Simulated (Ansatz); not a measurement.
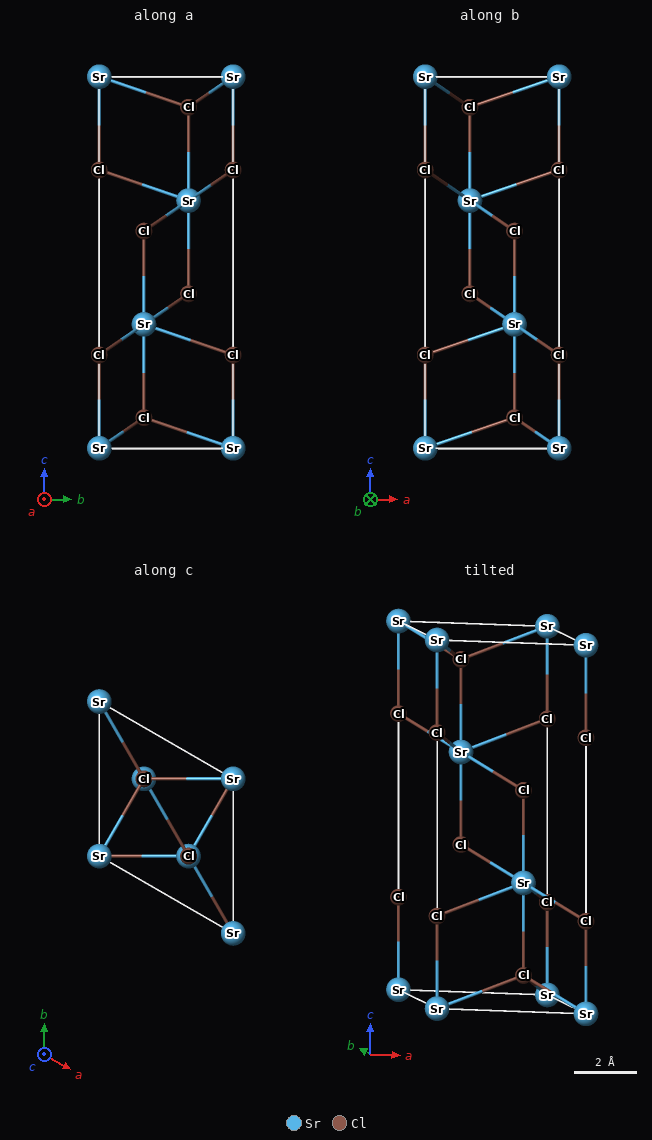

The structure above is drawn in ball-and-stick style and viewed along the a axis, along the b axis, along the c axis and slightly off an axis. The edges of the conventional unit cell are marked.

Lattice parameters: a = 5.0102 Å, b = 5.0102 Å, c = 12.0459 Å, α = 90.000°, β = 90.000°, γ = 120.000°.

### Put the structure into a CIF with its space group and independent sites, with free fractional coordinates to two decimals.

```cif
data_structure
_symmetry_space_group_name_H-M 'R -3 m :H'
_symmetry_Int_Tables_number 166
_cell_length_a 5.0102
_cell_length_b 5.0102
_cell_length_c 12.0459
_cell_angle_alpha 90.000
_cell_angle_beta 90.000
_cell_angle_gamma 120.000
_cell_volume 261.87
loop_
_atom_site_label
_atom_site_type_symbol
_atom_site_symmetry_multiplicity
_atom_site_Wyckoff_symbol
_atom_site_fract_x
_atom_site_fract_y
_atom_site_fract_z
_atom_site_occupancy
Sr1 Sr 3 a 0.00 0.00 0.00 1
Cl1 Cl 6 c 0.3333 0.6667 0.92 1
```

It goes back to a structure type filled with these elements by a generator (whether the compound takes this form wasn't checked). The cell was then strained or its atoms displaced on purpose. Ansatz was used for an electronic-structure calculation on it.
